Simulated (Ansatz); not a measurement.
**Nudged elastic band, with input and output: Zn₁₅S₁₆ (charge −2) (part 2 of 3)**

The same run, continued: Zn₁₅S₁₆ (defect cell, 31 atoms in the cell, total charge −2); DFT PBEsol, scalar-relativistic, plane waves, PAW, no spin polarisation (Ansatz 0.2.0); cutoff 420 eV, 2×2×2 k-mesh, Gaussian smearing of 0.02 eV. The structure derives from a Materials Project entry. It belongs to a series of runs on one base structure; here: climbing-image band for the jump of Zn by 3.67 A.

**What the program printed, continued**
```
NEB image 2
SCF 24 converged in 8 iterations: F = -63381.788924 eV  dr2 = 7.14e-8
NEB image 3
SCF 25 converged in 9 iterations: F = -63381.123892 eV  dr2 = 2.22e-8
NEB image 4
SCF 26 converged in 8 iterations: F = -63381.788923 eV  dr2 = 7.24e-8
NEB image 5
SCF 27 converged in 7 iterations: F = -63382.495794 eV  dr2 = 4.02e-8
NEB iter   5: max|band force component| = 4.388e0 eV/Å  barrier→ = 1.7187 eV  barrier← = 1.7187 eV  Δτ_max = 0.0710 Å  (39 SCF iters)
NEB image 1
SCF 28 converged in 7 iterations: F = -63382.490290 eV  dr2 = 4.34e-8
NEB image 2
SCF 29 converged in 8 iterations: F = -63381.837315 eV  dr2 = 3.37e-8
NEB image 3
SCF 30 converged in 8 iterations: F = -63381.444554 eV  dr2 = 9.55e-8
NEB image 4
SCF 31 converged in 8 iterations: F = -63381.837314 eV  dr2 = 3.37e-8
NEB image 5
SCF 32 converged in 7 iterations: F = -63382.490290 eV  dr2 = 4.31e-8
NEB iter   6: max|band force component| = 1.861e0 eV/Å  barrier→ = 1.3981 eV  barrier← = 1.3981 eV  Δτ_max = 0.0666 Å  (38 SCF iters)
NEB image 1
SCF 33 converged in 7 iterations: F = -63382.484632 eV  dr2 = 1.33e-8
NEB image 2
SCF 34 converged in 8 iterations: F = -63381.849132 eV  dr2 = 3.63e-8
NEB image 3
SCF 35 converged in 8 iterations: F = -63381.536483 eV  dr2 = 3.96e-8
NEB image 4
SCF 36 converged in 8 iterations: F = -63381.849131 eV  dr2 = 3.63e-8
NEB image 5
SCF 37 converged in 7 iterations: F = -63382.484631 eV  dr2 = 1.41e-8
NEB iter   7: max|band force component| = 4.562e-1 eV/Å  barrier→ = 1.3061 eV  barrier← = 1.3061 eV  CI = image 3  Δτ_max = 0.0328 Å  (38 SCF iters)
NEB image 1
SCF 38 converged in 6 iterations: F = -63382.487181 eV  dr2 = 2.10e-8
NEB image 2
SCF 39 converged in 8 iterations: F = -63381.862801 eV  dr2 = 7.12e-9
NEB image 3
SCF 40 converged in 8 iterations: F = -63381.568334 eV  dr2 = 2.59e-8
NEB image 4
SCF 41 converged in 8 iterations: F = -63381.862801 eV  dr2 = 7.11e-9
NEB image 5
SCF 42 converged in 6 iterations: F = -63382.487181 eV  dr2 = 2.09e-8
NEB iter   8: max|band force component| = 8.056e-2 eV/Å  barrier→ = 1.2743 eV  barrier← = 1.2743 eV  CI = image 3  Δτ_max = 0.0063 Å  (36 SCF iters)
NEB image 1
preconditioner: auto → Resta (q_TF=auto, 2.390 Å⁻¹)  ε∞=6.5  [insulator: Δε(μ)=3.291 eV  Ē_g=10.619 eV  σ=0.020 eV  W_gap=1.00  n_scr=140 (ndim 8)  ℏωp=25.0 eV  f_vac=0.011  D(μ)=0.00/eV (n_scr^D=0)  ε∞_Penn≈6.5]
SCF 43 converged in 5 iterations: F = -63382.487772 eV  dr2 = 6.64e-8
NEB image 2
preconditioner: auto → Resta (q_TF=auto, 2.390 Å⁻¹)  ε∞=6.5  [insulator: Δε(μ)=2.714 eV  Ē_g=10.605 eV  σ=0.020 eV  W_gap=1.00  n_scr=140 (ndim 8)  ℏωp=25.0 eV  f_vac=0.013  D(μ)=0.00/eV (n_scr^D=0)  ε∞_Penn≈6.5]
SCF 44 converged in 6 iterations: F = -63381.864804 eV  dr2 = 3.89e-8
NEB image 3
preconditioner: auto → Resta (q_TF=auto, 2.390 Å⁻¹)  ε∞=6.6  [insulator: Δε(μ)=2.360 eV  Ē_g=10.587 eV  σ=0.020 eV  W_gap=1.00  n_scr=140 (ndim 8)  ℏωp=25.0 eV  f_vac=0.013  D(μ)=0.00/eV (n_scr^D=0)  ε∞_Penn≈6.6]
SCF 45 converged in 6 iterations: F = -63381.570641 eV  dr2 = 2.77e-8
NEB image 4
SCF 46 converged in 6 iterations: F = -63381.864804 eV  dr2 = 3.87e-8
NEB image 5
iter 1 solved again at ethr=1.74e-8 eV; its pass at ethr=3.10e-3 eV (dr2=4.82e-5 eV) is discarded
SCF iter   1: F=—  HF=-63382.487837 eV  |F-HF|=—  |Δ(HF+E_count)|=         —  Δρ=1.05e-4  dr2=4.85e-5  ethr=1.74e-8  ⟨swp⟩=3.0  Hψ=2584  notcnv=0
SCF iter   2: F=—  HF=-63382.487776 eV  |F-HF|=—  |Δ(HF+E_count)|=   6.10e-5  Δρ=5.69e-5  dr2=1.71e-5  ethr=1.74e-8  ⟨swp⟩=1.5  Hψ=682  notcnv=0
SCF iter   3: F=—  HF=-63382.487773 eV  |F-HF|=—  |Δ(HF+E_count)|=   2.28e-6  Δρ=2.62e-5  dr2=3.70e-6  ethr=6.16e-9  ⟨swp⟩=2.0  Hψ=1172  notcnv=0
SCF iter   4: F=—  HF=-63382.487772 eV  |F-HF|=—  |Δ(HF+E_count)|=   1.61e-6  Δρ=8.12e-6  dr2=6.45e-7  ethr=1.33e-9  ⟨swp⟩=2.0  Hψ=1172  notcnv=0
SCF iter   5: F=-63382.487772 eV  HF=-63382.487772 eV  |F-HF|=2.91e-10  |Δ(HF+E_count)|=   8.81e-8  Δρ=3.35e-6  dr2=6.66e-8  ethr=3.60e-11  ⟨swp⟩=3.0  Hψ=2478  notcnv=0
SCF 47 converged in 5 iterations: F = -63382.487772 eV  dr2 = 6.66e-8
NEB image 1
NSCF: frozen V_eff on 4 k-points
NEB image 2
NSCF: frozen V_eff on 4 k-points
NEB image 4
NSCF: frozen V_eff on 4 k-points
NEB image 5
NSCF: frozen V_eff on 4 k-points
NEB image 3
NSCF: frozen V_eff on 4 k-points
the band table was solved once a step of the walk had ended and its energy, with any forces and stress, was formed, with the checks that follow a solve (2400 applications of the Hamiltonian). They found nothing against the state; the energy, forces and stress were not computed again (output.eigenvalues in the input reference)
NEB iter   9: max|band force component| = 3.131e-2 eV/Å  barrier→ = 1.2720 eV  barrier← = 1.2720 eV  CI = image 3  Δτ_max = 0.0000 Å  (28 SCF iters)
```

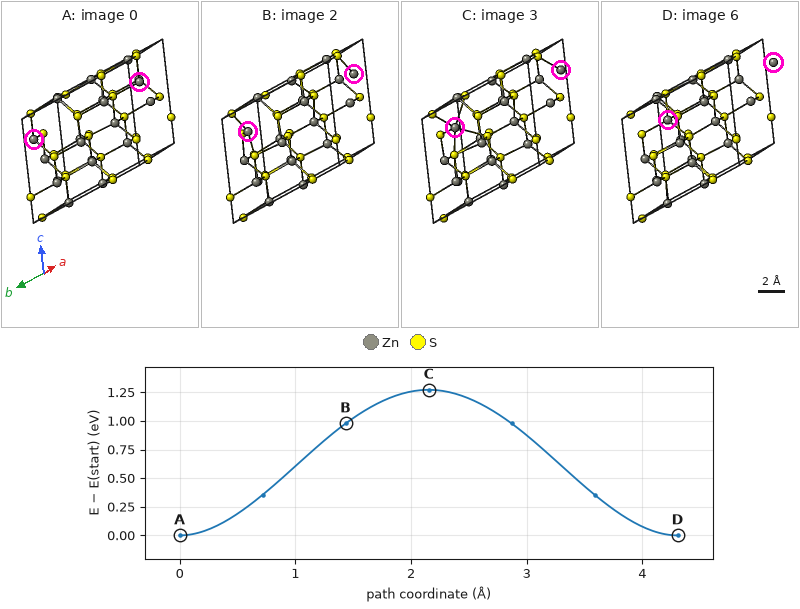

Images of the last band (counted from 0; ball-and-stick, simulation cell, seen at an oblique angle), with the moving atom and its periodic copies ringed, above the energy along the path; the line is a cubic interpolation that uses the forces. The highest image is number 3, 1.272 eV above the start and 1.272 eV above the end (the climbing image); start and end have the same energy. The path is 4.31 Å long, and Zn1 moves most (3.67 Å). The band converged in 9 iterations.

```
SCF converged after 6 iterations
Free energy (F): -63381.570641 eV
Harris-Foulkes:  -63381.570641 eV  (|F-HF|=2.09e-8)
Internal energy: -63381.570641 eV  (E = F + TS)
E sigma→0 (E₀):  -63381.570641 eV
Fermi energy:    7.008631 eV
--- Per-component energies (eV) ---
  E_band       = 16.193986
  E_kinetic    = 3701.862230
  E_local      = -31310.674969  (includes V_loc(G=0)·N_el)
  E_nonlocal   = 9695.442910
  E_hartree    = 13082.551323
  E_xc         = -3592.054847
  E_vxc        = -2210.298546  (∫ρ·V_xc dr)
  E_paw        = -36213.660471  (= ΣΔE_a)
  E_vpaw       = -6025.238368  (= ΣTr[D̂ρ^β])
  E_aug_tail   = -0.005361  (compensation charges beyond the density's cutoff)
  E_ewald      = -18757.982968
  E_core_change = 12.951513  (= ΣΔE_core)
  E_smearing   = -0.000000  (= −TS)
  E_closure    = -0.000000  (closes the sum)
  E_deformation_potential = -23.552315  (in the stress; not in F)
  Σ components = -63381.570641   (vs F -63381.570641, Δ=0.00e0)
--- Forces (eV/Å), atoms counted from 1 ---
  atom   1  Zn     0.00000715    -0.00000766    -0.01136194
  atom   2  Zn    -0.00735224    -0.00735158     0.01466618
  atom   3  Zn    -0.00988689    -0.00772092     0.00114450
  atom   4  Zn    -0.01043646     0.01037480    -0.01857329
  atom   5  Zn     0.01104776    -0.01104802    -0.02587737
  atom   6  Zn    -0.01037464     0.01043629    -0.01857322
  atom   7  Zn     0.01302142    -0.01302132     0.00007448
  atom   8  Zn     0.00735158     0.00735229     0.01466612
  atom   9  Zn    -0.01302625     0.01302635     0.00007838
  atom  10  Zn     0.01037196    -0.01043815    -0.01856986
  atom  11  Zn     0.00988801     0.00771999     0.00114354
  atom  12  Zn    -0.00771996    -0.00988798     0.00114352
  atom  13  Zn     0.00772086     0.00988696     0.00114454
  atom  14  Zn    -0.01104580     0.01104549    -0.02587313
  atom  15  Zn     0.01043795    -0.01037171    -0.01856980
  atom  16  S      0.00471710    -0.00022650     0.01116630
  atom  17  S      0.00022660    -0.00471672     0.01116610
  atom  18  S     -0.00718899    -0.01728179    -0.00271212
  atom  19  S      0.00718901     0.01728060    -0.00271256
  atom  20  S     -0.00000084     0.00000035    -0.00819057
  atom  21  S     -0.00102775     0.00102784     0.03131279
  atom  22  S     -0.00000052     0.00000102    -0.00819061
  atom  23  S      0.00102586    -0.00102576     0.03131291
  atom  24  S      0.01728180     0.00718905    -0.00271204
  atom  25  S      0.00000336    -0.00000355     0.00316521
  atom  26  S     -0.00299443    -0.00299593     0.01561873
  atom  27  S     -0.00022545     0.00472543     0.01116255
  atom  28  S     -0.00472504     0.00022561     0.01116233
  atom  29  S     -0.01728060    -0.00718898    -0.00271264
  atom  30  S     -0.00000020     0.00000006    -0.01110216
  atom  31  S      0.00299594     0.00299435     0.01561850
  max |Σ_I F_I| component: 1.54e-5 eV/Å
--- Band table (eV) ---
  k-point 0: bands = ["-7.2924", "-7.2772", "-7.0685", "-7.0400", "-6.6737", "-6.6667", "-6.5409", "-6.5167", "-6.5150", "-6.4885", "-6.3883", "-6.2945", "-6.2173", "-6.0469", "-6.0057", "-5.9819", "-1.0977", "-1.0441", "-0.9814", "-0.9559", "-0.9246", "-0.9097", "-0.8755", "-0.8589", "-0.8581", "-0.8379", "-0.8316", "-0.8300", "-0.8270", "-0.8012", "-0.7987", "-0.7944", "-0.7797", "-0.7743", "-0.7732", "-0.7507", "-0.7503", "-0.7424", "-0.7240", "-0.7085",
      "-0.7074", "-0.6895", "-0.6637", "-0.6624", "-0.6538", "-0.6454", "-0.6329", "-0.6191", "-0.6175", "-0.6003", "-0.5875", "-0.5840", "-0.5678", "-0.5465", "-0.5432", "-0.5385", "-0.5318", "-0.5049", "-0.5011", "-0.4974", "-0.4957", "-0.4722", "-0.4710", "-0.4427", "-0.4292", "-0.4236", "-0.4160", "-0.4007", "-0.3910", "-0.3787", "-0.3700", "-0.3595", "-0.3455", "-0.3227", "-0.3218", "-0.3198", "-0.3055", "-0.2961", "-0.2873", "-0.2782",
      "-0.2740", "-0.2437", "-0.2231", "-0.2210", "-0.2129", "-0.2036", "-0.1991", "-0.1930", "-0.1777", "-0.1417", "-0.1256", "0.6528", "0.8463", "0.9050", "0.9426", "0.9577", "0.9694", "1.0647", "1.0825", "1.0929", "1.1286", "1.4629", "2.0647", "2.5394", "2.6273", "2.7291", "2.8311", "2.8868", "2.9616", "3.0619", "3.1062", "3.1473", "3.1621", "3.1997", "3.2465", "3.3370", "3.3626", "3.6455", "3.6701", "3.8004",
      "3.9202", "3.9608", "4.0014", "4.0246", "4.0480", "4.0814", "4.2648", "4.3107", "4.4266", "4.5151", "4.7751", "5.0930", "5.1056", "5.1649", "5.2469", "5.3650", "5.3685", "5.3894", "5.8290", "8.1882", "8.9452", "9.0121", "9.1254", "9.4841", "9.5356", "9.6549", "9.7075", "9.7348", "9.7629", "9.8983", "9.9295", "10.0390", "10.1476", "10.2671", "10.3551", "11.0838", "11.2991", "11.3282", "11.4141", "11.4726",
      "11.5225", "11.5714", "11.6748", "11.7293", "11.7295", "12.0953", "12.3171", "12.3626", "12.4566", "12.4598"]
  k-point 1: bands = ["-7.4671", "-7.1060", "-6.9316", "-6.9224", "-6.7597", "-6.7504", "-6.6324", "-6.6229", "-6.4387", "-6.4336", "-6.4224", "-6.4191", "-6.1250", "-6.0541", "-5.9942", "-5.9354", "-1.1034", "-1.0449", "-0.9913", "-0.9500", "-0.9425", "-0.9093", "-0.8791", "-0.8673", "-0.8609", "-0.8501", "-0.8365", "-0.8204", "-0.8191", "-0.8106", "-0.7992", "-0.7849", "-0.7774", "-0.7607", "-0.7487", "-0.7438", "-0.7367", "-0.7361", "-0.7357", "-0.7155",
      "-0.7040", "-0.7017", "-0.6999", "-0.6718", "-0.6458", "-0.6429", "-0.6254", "-0.6195", "-0.6074", "-0.6007", "-0.5814", "-0.5707", "-0.5587", "-0.5350", "-0.5344", "-0.5320", "-0.5004", "-0.4788", "-0.4742", "-0.4688", "-0.4525", "-0.4422", "-0.4382", "-0.4362", "-0.4323", "-0.4257", "-0.4213", "-0.4157", "-0.4070", "-0.3994", "-0.3763", "-0.3736", "-0.3682", "-0.3678", "-0.3481", "-0.3404", "-0.3352", "-0.3348", "-0.3053", "-0.3029",
      "-0.2986", "-0.2924", "-0.2701", "-0.2627", "-0.2584", "-0.1783", "-0.1548", "-0.1447", "-0.1050", "-0.0607", "-0.0593", "0.5711", "0.7412", "0.7695", "0.8371", "0.8653", "1.0131", "1.0167", "1.0349", "1.2316", "1.7003", "1.7608", "2.2346", "2.2600", "2.3934", "2.4397", "2.5699", "2.5784", "2.7083", "2.9489", "3.0289", "3.1729", "3.2025", "3.4049", "3.5500", "3.6384", "3.6398", "3.7407", "3.8611", "3.8914",
      "3.9114", "3.9119", "3.9742", "3.9839", "4.1158", "4.2058", "4.4271", "4.5405", "4.6764", "4.6788", "4.7119", "4.7645", "4.8050", "4.8953", "5.0236", "5.1092", "5.1578", "5.2967", "5.7796", "8.1959", "9.0776", "9.4017", "9.4117", "9.5541", "9.6498", "9.7506", "9.8123", "9.9658", "10.1832", "10.2329", "10.3222", "10.3927", "10.4750", "10.6265", "10.6923", "10.7235", "10.8089", "10.9733", "11.0447", "11.0744",
      "11.2258", "11.3633", "11.4188", "11.6697", "11.7214", "11.7640", "12.0174", "12.0249", "12.0808", "12.2903"]
  k-point 2: bands = ["-7.4738", "-7.0539", "-6.9334", "-6.9177", "-6.8807", "-6.6785", "-6.6531", "-6.6258", "-6.5105", "-6.4149", "-6.3793", "-6.3307", "-6.1738", "-6.0880", "-5.9524", "-5.9484", "-1.1118", "-1.0404", "-0.9858", "-0.9714", "-0.9160", "-0.9021", "-0.8850", "-0.8655", "-0.8577", "-0.8420", "-0.8336", "-0.8284", "-0.8150", "-0.8099", "-0.7990", "-0.7862", "-0.7838", "-0.7725", "-0.7603", "-0.7540", "-0.7405", "-0.7346", "-0.7264", "-0.7144",
      "-0.6990", "-0.6919", "-0.6821", "-0.6635", "-0.6622", "-0.6482", "-0.6433", "-0.6292", "-0.6121", "-0.6032", "-0.5895", "-0.5699", "-0.5512", "-0.5369", "-0.5321", "-0.5165", "-0.5049", "-0.4828", "-0.4723", "-0.4676", "-0.4615", "-0.4535", "-0.4417", "-0.4350", "-0.4306", "-0.4223", "-0.4205", "-0.4123", "-0.4025", "-0.3975", "-0.3909", "-0.3808", "-0.3676", "-0.3556", "-0.3546", "-0.3234", "-0.3206", "-0.3185", "-0.3097", "-0.3034",
      "-0.2839", "-0.2819", "-0.2721", "-0.2680", "-0.2573", "-0.1900", "-0.1550", "-0.1462", "-0.1183", "-0.0667", "-0.0522", "0.5481", "0.7501", "0.8164", "0.8277", "0.8717", "0.9662", "1.0316", "1.0795", "1.2974", "1.4517", "1.8731", "2.2341", "2.3633", "2.3747", "2.4950", "2.5190", "2.5939", "2.7306", "2.8896", "3.0027", "3.1256", "3.2044", "3.2722", "3.6355", "3.6773", "3.7322", "3.7836", "3.8192", "3.8342",
      "3.9100", "3.9562", "3.9894", "4.0395", "4.1178", "4.1862", "4.3325", "4.4502", "4.6120", "4.7086", "4.7600", "4.7777", "4.7922", "4.9671", "4.9965", "5.0510", "5.2638", "5.3649", "5.6875", "8.2499", "9.0733", "9.3642", "9.5039", "9.5804", "9.6861", "9.7697", "9.8562", "9.8984", "10.0810", "10.2234", "10.2719", "10.3647", "10.4824", "10.5269", "10.6597", "10.7117", "10.8613", "10.9213", "11.0107", "11.1559",
      "11.1845", "11.3271", "11.6164", "11.6778", "11.6843", "11.8664", "11.9236", "12.0144", "12.0846", "12.2354"]
```
